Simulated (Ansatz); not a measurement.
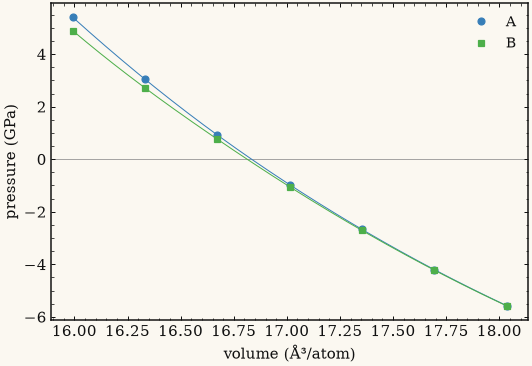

The plot gives the computed pressure against volume, with one curve for each functional, for EuO (space group Fm-3m). The labels are replaced by letters. In alphabetical order the cases are: HSE06; PBE0.

Method: plane-wave DFT, collinear spins; energies at scaled volumes of the given cell, shape and fractions fixed, counted from the fit's minimum, third-order Birch-Murnaghan fit (Ansatz 0.2.0). All runs: collinear spin.

```csv
setting,value
k mesh,6×6×6
occupations,Fermi–Dirac
smearing width,0.05 eV
potentials,Ansatz PAW
wave cutoff,420 eV
density cutoff,1680 eV
```

Question: Which letter stands for which functional?

Answer: A: PBE0; B: HSE06.

Limits of the calculation: state may lie high.
